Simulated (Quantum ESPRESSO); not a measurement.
**Fields calculation of KCl (part 1 of 2)**

- system: KCl (2 atoms in the cell)
- method: Kohn-Sham DFT of a periodic cell, RPBE with D3, GBRV 1.5 LDA, no spin polarisation (Quantum ESPRESSO 7.5)

The structure derives from an entry of the Crystallography Open Database.

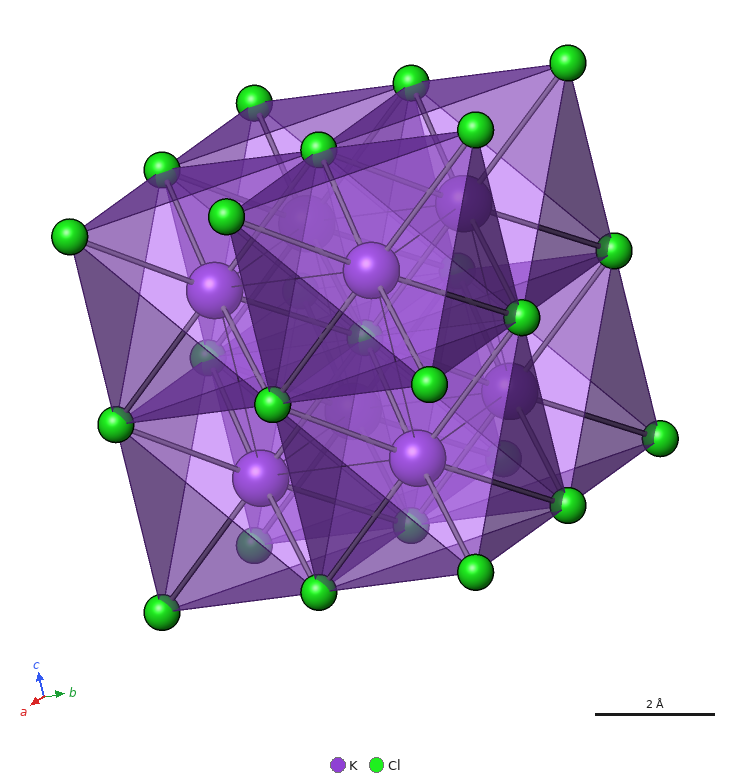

**Figure 1.** The input geometry (polyhedral view of the cell of the calculation, seen slightly off an axis; polyhedra are completed across the faces of the cell). An atom can appear more than once, as a periodic image.

Summary:

```tsv
quantity	value
outcome	converged
space group (tolerance 0.01 Å)	Cm (8)
electrons treated	16
free energy	−1238.0714 eV
Fermi energy	3.555 eV
gap on the k-point mesh	5.54 eV
pressure	1.78 GPa
largest force (length of the vector)	0.122 eV/Å
hardware	1 thread of Intel Xeon (Sapphire Rapids), 16 GiB of memory available, shared host
wall time	3.1 min
peak memory	0.29 GiB
```

Remarks:

Settings chosen away from the usual ones: mixing_ndim set to 12; diagonalization set to cg. Further notes kept with the run: potentials made for another functional. Notes on the run: negative rho. Points of doubt noted for this run: potentials made for another functional.

Input file:
```
&CONTROL
  calculation = 'scf'
  prefix = 'pwscf'
  outdir = './tmp'
  pseudo_dir = './pseudo'
  tprnfor = .true.
  tstress = .true.
  disk_io = 'low'
/
&SYSTEM
  ibrav = 0
  nat = 2
  ntyp = 2
  ecutwfc = 45
  ecutrho = 360
  nbnd = 14
  input_dft = 'rpbe'
  occupations = 'smearing'
  smearing = 'gaussian'
  degauss = 0.00734986
  vdw_corr = 'grimme-d3'
  dftd3_version = 3
/
&ELECTRONS
  conv_thr = 4d-10
  electron_maxstep = 120
  mixing_beta = 0.5
  mixing_ndim = 12
  diagonalization = 'cg'
/
ATOMIC_SPECIES
K     39.0983 k_lda_v1.4.uspp.F.UPF
Cl    35.4500 cl_lda_v1.4.uspp.F.UPF
CELL_PARAMETERS angstrom
   0.0000000000    3.1561000000    3.1561000000
   3.1561000000    0.0000000000    3.1561000000
   3.1561000000    3.1561000000    0.0000000000
ATOMIC_POSITIONS crystal
K      0.0067684900    0.9936486600    0.9946246000
Cl     0.4932315100    0.5063513400    0.5053754000
K_POINTS automatic
7 7 7 0 0 0
```

File pp_density.in:
```
&INPUTPP
  prefix = 'pwscf'
  outdir = './tmp'
  filplot = 'density.dat'
  plot_num = 0
/
&PLOT
  nfile = 1
  filepp(1) = 'density.dat'
  iflag = 3
  output_format = 6
  fileout = 'density.cube'
/
```

File pp_potential.in:
```
&INPUTPP
  prefix = 'pwscf'
  outdir = './tmp'
  filplot = 'potential.dat'
  plot_num = 11
/
&PLOT
  nfile = 1
  filepp(1) = 'potential.dat'
  iflag = 3
  output_format = 6
  fileout = 'potential.cube'
/
```

File pp_potential_ks.in:
```
&INPUTPP
  prefix = 'pwscf'
  outdir = './tmp'
  filplot = 'potential_ks.dat'
  plot_num = 1
/
&PLOT
  nfile = 1
  filepp(1) = 'potential_ks.dat'
  iflag = 3
  output_format = 6
  fileout = 'potential_ks.cube'
/
```

Run as:
```bash
OMP_NUM_THREADS=1 pw.x -in pw.in > pw.out
OMP_NUM_THREADS=1 pp.x -in pp_density.in > pp_density.out
OMP_NUM_THREADS=1 pp.x -in pp_potential.in > pp_potential.out
OMP_NUM_THREADS=1 pp.x -in pp_potential_ks.in > pp_potential_ks.out
```

Output:
```
This program is part of the open-source Quantum ESPRESSO suite
     for quantum simulation of materials; please cite
         "P. Giannozzi et al., J. Phys.:Condens. Matter 21 395502 (2009);
         "P. Giannozzi et al., J. Phys.:Condens. Matter 29 465901 (2017);
         "P. Giannozzi et al., J. Chem. Phys. 152 154105 (2020);
          URL
     in publications or presentations arising from this work. More details at

     IMPORTANT: XC functional enforced from input :
     Exchange-correlation= RPBE
                           (   1   4  44   4   0   0   0)
     Any further DFT definition will be discarded
     Please, verify this is what you really want

     G-vector sticks info
     --------------------
     sticks:   dense  smooth     PW     G-vecs:    dense   smooth      PW
     Sum        1765     877    265                48869    17261    2837

     Using Slab Decomposition

     bravais-lattice index     =            0
     lattice parameter (alat)  =       8.4346  a.u.
     unit-cell volume          =     424.3057 (a.u.)^3
     number of atoms/cell      =            2
     number of atomic types    =            2
     number of electrons       =        16.00
     number of Kohn-Sham states=           14
     kinetic-energy cutoff     =      45.0000  Ry
     charge density cutoff     =     360.0000  Ry
     scf convergence threshold =      4.0E-10
     mixing beta               =       0.5000
     number of iterations used =           12  plain     mixing
     Exchange-correlation= RPBE
                           (   1   4  44   4   0   0   0)

     celldm(1)=   8.434602  celldm(2)=   0.000000  celldm(3)=   0.000000
     celldm(4)=   0.000000  celldm(5)=   0.000000  celldm(6)=   0.000000

     crystal axes: (cart. coord. in units of alat)
               a(1) = (   0.000000   0.707107   0.707107 )
               a(2) = (   0.707107   0.000000   0.707107 )
               a(3) = (   0.707107   0.707107   0.000000 )

     reciprocal axes: (cart. coord. in units 2 pi/alat)
               b(1) = ( -0.707107  0.707107  0.707107 )
               b(2) = (  0.707107 -0.707107  0.707107 )
               b(3) = (  0.707107  0.707107 -0.707107 )

     PseudoPot. # 1 for K  read from file:
     k_lda_v1.4.uspp.F.UPF
     Pseudo is Ultrasoft + core correction, Zval =  9.0
     Generated by new atomic code, or converted to UPF format
     Using radial grid of  841 points,  6 beta functions with:
                l(1) =   0
                l(2) =   0
                l(3) =   1
                l(4) =   1
                l(5) =   2
                l(6) =   2
     Q(r) pseudized with  6 coefficients,  rinner =    1.500   1.500   1.500
                                                       1.500   1.500

     PseudoPot. # 2 for Cl read from file:
     cl_lda_v1.4.uspp.F.UPF
     Pseudo is Ultrasoft + core correction, Zval =  7.0
     Generated by new atomic code, or converted to UPF format
     Using radial grid of  909 points,  6 beta functions with:
                l(1) =   0
                l(2) =   0
                l(3) =   1
                l(4) =   1
                l(5) =   2
                l(6) =   2
     Q(r) pseudized with  8 coefficients,  rinner =    1.300   1.300   1.300
                                                       1.300   1.300

     atomic species   valence    mass     pseudopotential
     K                 9.00    39.09830     K ( 1.00)
     Cl                7.00    35.45000     Cl( 1.00)

     No symmetry found

   Cartesian axes

     site n.     atom                  positions (alat units)
         1        K      tau(   1) = (   1.4059215   0.7080918   0.7074018  )
         2        Cl     tau(   2) = (   0.7153988   0.7061217   0.7068118  )

     --------------------------------------------
     DFT-D3 Dispersion Correction (3-body terms):
     --------------------------------------------
       Reference C6 values for interpolation:

         atom   Coordination number   C6
         Cl         0.000           184.69
         Cl         0.997           180.80
         K          0.000          9967.00
         K          0.977           676.04

       Values used:

         atom   Coordination number  R0_AB[au]  C6      C8
         K         14.131            4.007    676.04 129074.98
         Cl         5.647            2.933    180.80   7543.49

         Molecular C6 ( Ry / a.u.^6 ) =      1491.77

     number of k points=   172  Gaussian smearing, width (Ry)=  0.0073

     Number of k-points >= 100: set verbosity='high' to print them.

     Dense  grid:    48869 G-vectors     FFT dimensions: (  54,  54,  54)

     Smooth grid:    17261 G-vectors     FFT dimensions: (  40,  40,  40)

     Initial potential from superposition of free atoms

     starting charge      15.4972, renormalised to      16.0000

     negative rho (up, down):  1.520E-02 0.000E+00
     Starting wfcs are   12 randomized atomic wfcs +    2 random wfcs

     Self-consistent Calculation

     iteration #  1     ecut=    45.00 Ry     beta= 0.50
     CG style diagonalization
     ethr =  1.00E-02,  avg # of iterations =  3.6

     Threshold (ethr) on eigenvalues was too large:
     Diagonalizing with lowered threshold

     CG style diagonalization
     c_bands:  1 eigenvalues not converged
     ethr =  7.52E-04,  avg # of iterations =  3.7

     negative rho (up, down):  1.522E-02 0.000E+00

     total energy              =     -90.94937950 Ry
     estimated scf accuracy    <       0.11688447 Ry

     iteration #  2     ecut=    45.00 Ry     beta= 0.50
     CG style diagonalization
     ethr =  7.31E-04,  avg # of iterations =  4.2

     negative rho (up, down):  1.463E-02 0.000E+00

     total energy              =     -90.98501346 Ry
     estimated scf accuracy    <       0.00629906 Ry

     iteration #  3     ecut=    45.00 Ry     beta= 0.50
     CG style diagonalization
     c_bands:  1 eigenvalues not converged
     c_bands:  1 eigenvalues not converged
     c_bands:  1 eigenvalues not converged
     c_bands:  1 eigenvalues not converged
     c_bands:  1 eigenvalues not converged
     c_bands:  1 eigenvalues not converged
     c_bands:  1 eigenvalues not converged
     c_bands:  1 eigenvalues not converged
     c_bands:  1 eigenvalues not converged
     c_bands:  1 eigenvalues not converged
     c_bands:  2 eigenvalues not converged
     c_bands:  3 eigenvalues not converged
     c_bands:  1 eigenvalues not converged
     c_bands:  1 eigenvalues not converged
     c_bands:  1 eigenvalues not converged
     c_bands:  1 eigenvalues not converged
     c_bands:  1 eigenvalues not converged
     c_bands:  1 eigenvalues not converged
     c_bands:  1 eigenvalues not converged
     c_bands:  1 eigenvalues not converged
     c_bands:  1 eigenvalues not converged
     c_bands:  2 eigenvalues not converged
     c_bands:  1 eigenvalues not converged
     c_bands:  1 eigenvalues not converged
     c_bands:  2 eigenvalues not converged
     c_bands:  1 eigenvalues not converged
     c_bands:  1 eigenvalues not converged
     c_bands:  1 eigenvalues not converged
     c_bands:  1 eigenvalues not converged
     c_bands:  2 eigenvalues not converged
     c_bands:  1 eigenvalues not converged
     c_bands:  1 eigenvalues not converged
     c_bands:  2 eigenvalues not converged
     c_bands:  1 eigenvalues not converged
     c_bands:  1 eigenvalues not converged
     c_bands:  1 eigenvalues not converged
     c_bands:  2 eigenvalues not converged
     c_bands:  1 eigenvalues not converged
     c_bands:  1 eigenvalues not converged
     c_bands:  1 eigenvalues not converged
     c_bands:  1 eigenvalues not converged
     ethr =  3.94E-05,  avg # of iterations =  7.2

     negative rho (up, down):  1.338E-02 0.000E+00

     total energy              =     -90.99480425 Ry
     estimated scf accuracy    <       0.00592228 Ry

     iteration #  4     ecut=    45.00 Ry     beta= 0.50
     CG style diagonalization
     c_bands:  1 eigenvalues not converged
     c_bands:  1 eigenvalues not converged
     c_bands:  1 eigenvalues not converged
     c_bands:  1 eigenvalues not converged
     c_bands:  1 eigenvalues not converged
     c_bands:  1 eigenvalues not converged
     c_bands:  1 eigenvalues not converged
     ethr =  3.70E-05,  avg # of iterations =  4.6

     negative rho (up, down):  1.365E-02 0.000E+00

     total energy              =     -90.99546237 Ry
     estimated scf accuracy    <       0.00283748 Ry
```
